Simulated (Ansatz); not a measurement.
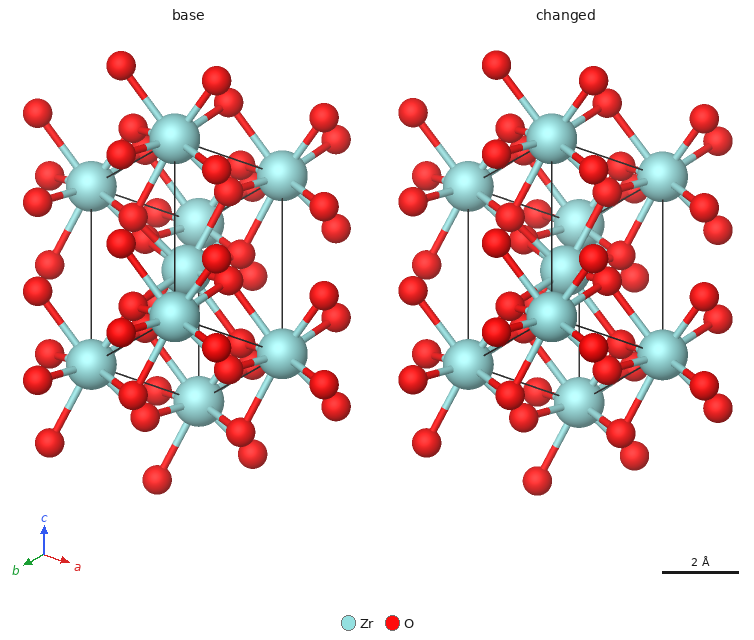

Left: crystalline ZrO$_{2}$ (built on the ZrO2-type type). Right: the same structure after one change, at the same scale. The picture is a ball-and-stick view of the cell of the calculation, seen from a free direction.

Theory: DFT PBE, scalar-relativistic, plane waves, PAW (Ansatz). (plane-wave cutoff 420 eV; k-point mesh 8 × 8 × 6; occupations gaussian; smearing width 0.05 eV; no spin polarisation)

What was changed?

The cell is strained by +3.0 % along a and none across it (volume +3.0 %), the atoms keeping their fractional coordinates. No relaxation follows.

And its effect?

Energy change: +12.4 meV per atom. The pressure goes from 0.0 to −6.4 GPa. The principal stresses (compression positive) are −2.9 GPa along c, −5.3 GPa along b, −11.0 GPa along a. The largest forces, 0.52 eV/Å, act on 2 Zr atoms of the calculation's cell. The gap on the k-mesh goes from 4.04 to 3.81 eV. Among the bonded contacts that change: O–Zr 2.077 → 2.077 to 2.125 Å, O–Zr 2.431 → 2.431 to 2.472 Å. The space group (tolerance 0.01 Å) goes from P4_2/nmc (No. 137) to Pmmn (No. 59).
